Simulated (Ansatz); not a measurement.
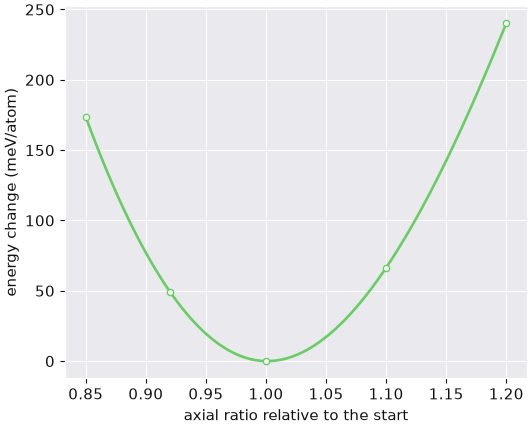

Plotted: energy change against relative axial ratio for Co, space group P6_3/mmc (No. 194).

Structure:
```xyz
2
Lattice="2.4564 0.0000 0.0000 -1.2282 2.1273 0.0000 0.0000 0.0000 3.9695" Properties=species:S:1:pos:R:3 pbc="T T T"
Co    1.2282    0.7091    0.9924
Co    0.0000    1.4182    2.9771
```

Computed with Ansatz 0.2.0: deformation of a crystal at fixed volume, lengths along the axis scaled against those across it, fractional coordinates fixed, by plane-wave density functional theory with PAW datasets, free energies less that of the undisturbed cell, pressure positive in compression; scalar-relativistic. Level: PBEsol, collinear spin.

- wave cutoff: 420 eV
- k mesh: 30×30×16
- occupations: Gaussian
- smearing width: 0.15 eV
- k shift: (0, 0, 0) (mesh steps)
- start: relaxed
- path: axial
- axis direction: (0, 0, 1) (Cartesian unit vector)

From this curve and the settings, what does the calculation give for the pressure and total moment at the same points?

The pressure goes from 5.5 GPa at relative axial ratio 0.85 to 10.5 GPa at 1.20, not monotonically, with a low of 0.0 GPa at 1.00. The total moment rises from 2.985 μB/cell at relative axial ratio 0.85 to 3.228 μB/cell at 1.20.

```csv
axial ratio relative to the start,pressure (GPa),total moment (μB/cell)
0.85,5.5,2.985
0.92,1.7,3.096
1.00,0.0,3.143
1.10,3.0,3.201
1.20,10.5,3.228
```

Keep in mind: state may not be the lowest; shape and atomic fractions are frozen while scaling, which makes layered, chain and framework solids too stiff.
